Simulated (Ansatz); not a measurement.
**Ti12Si (slab): density, localisation and related maps**

```cif
data_structure
_symmetry_space_group_name_H-M 'P 1'
_symmetry_Int_Tables_number 1
_cell_length_a 5.8151
_cell_length_b 5.8151
_cell_length_c 19.9935
_cell_angle_alpha 90.000
_cell_angle_beta 90.000
_cell_angle_gamma 120.000
_cell_volume 585.51
loop_
_atom_site_label
_atom_site_type_symbol
_atom_site_fract_x
_atom_site_fract_y
_atom_site_fract_z
_atom_site_occupancy
Ti1 Ti 0.33333 0.16667 0.20006 1
Ti2 Ti 0.33333 0.66667 0.20006 1
Ti3 Ti 0.83333 0.16667 0.20006 1
Ti4 Ti 0.83333 0.66667 0.20006 1
Ti5 Ti 0.16667 0.33333 0.31244 1
Ti6 Ti 0.16667 0.83333 0.31244 1
Ti7 Ti 0.66667 0.33333 0.31244 1
Ti8 Ti 0.66667 0.83333 0.31244 1
Ti9 Ti 0.00000 0.00000 0.42481 1
Ti10 Ti 0.00000 0.50000 0.42481 1
Ti11 Ti 0.50000 0.00000 0.42481 1
Ti12 Ti 0.50000 0.50000 0.42481 1
Si1 Si 0.00000 0.08333 0.53846 1
```

Not relaxed (largest force 1.7 eV/Å); computed without spin polarisation; PAW files of the earlier set (soft_1).

Level of theory: DFT PBE, scalar-relativistic, plane waves, PAW (Ansatz).

The density is the valence pseudo-density of a PAW calculation; it isn't the true density close to the nuclei.

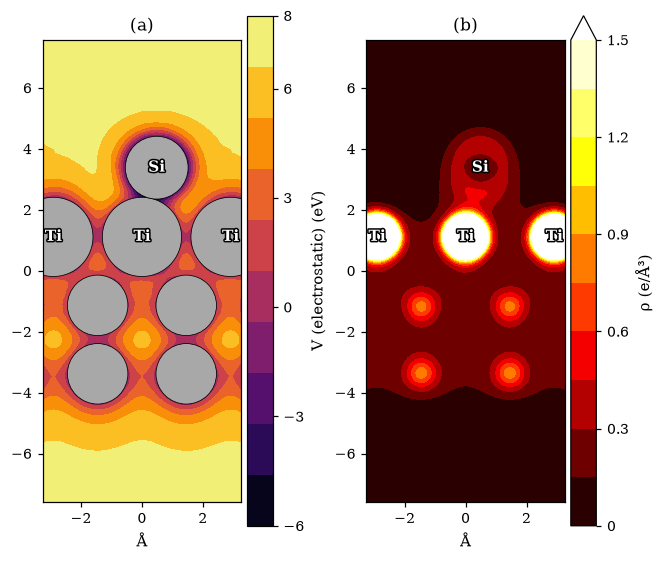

Figure 1. (a) electrostatic potential (local pseudopotential plus Hartree) felt by an electron; (b) valence pseudo-density on the (100) plane of the calculation cell, a cut from vacuum to vacuum. Grey discs cover the atomic cores in the potential map.

Q: Describe what can be read from this map.

A:
- The plane passes through Ti and Si nuclei.
- Atoms just off the plane (Ti, 0.8 Å away) can leave unmarked features too.
- Ti–Si (2.32 Å): ρ is about 0.47 e/Å³ halfway.
- Ti–Ti (2.91 Å): ρ at the midpoint is about 0.19 e/Å³.
- The density dies away to nearly zero in the vacuum.
- Outside the cores the potential energy rises away from the atoms and is highest in the vacuum; its zero is arbitrary.

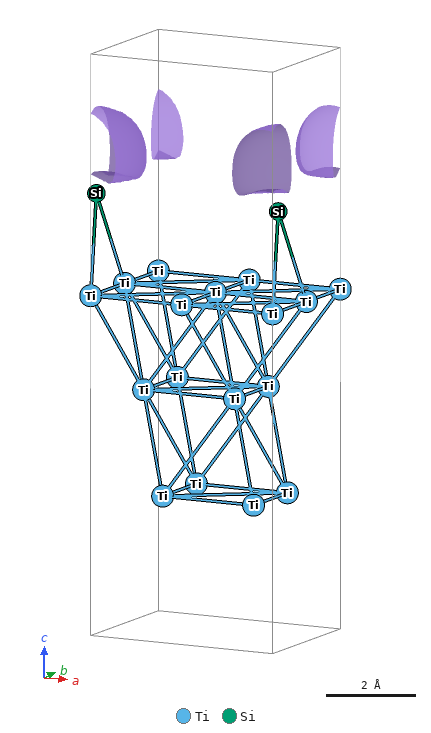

Figure 2. Isosurface of the electron localisation function at 0.85 (purple), seen at an oblique angle. Only the valence region is drawn (cores and ρ < 0.01 e/Å³ removed). Sticks mark near contacts.

Q: Identify the bonds, lone pairs and shells in this picture.

A: The ELF exceeds this value in one lobe on Si, pointing away from the bonds (lone pairs), counted in one cell of 13 atoms. Counts are for one cell; the picture repeats the cell along the surface.


Ti–Si (2.32 Å): the ELF peaks at about 0.65 in the valence shell of Si, 0.8 Å from its nucleus, and is about 0.40 at the midpoint. Ti–Ti (2.80 Å): the ELF is about 0.20 at the midpoint; no shared electron pair shows on this line.

Q: Does the calculation give a band gap?

A: It is metallic or semimetallic at this level of theory: no gap opens.
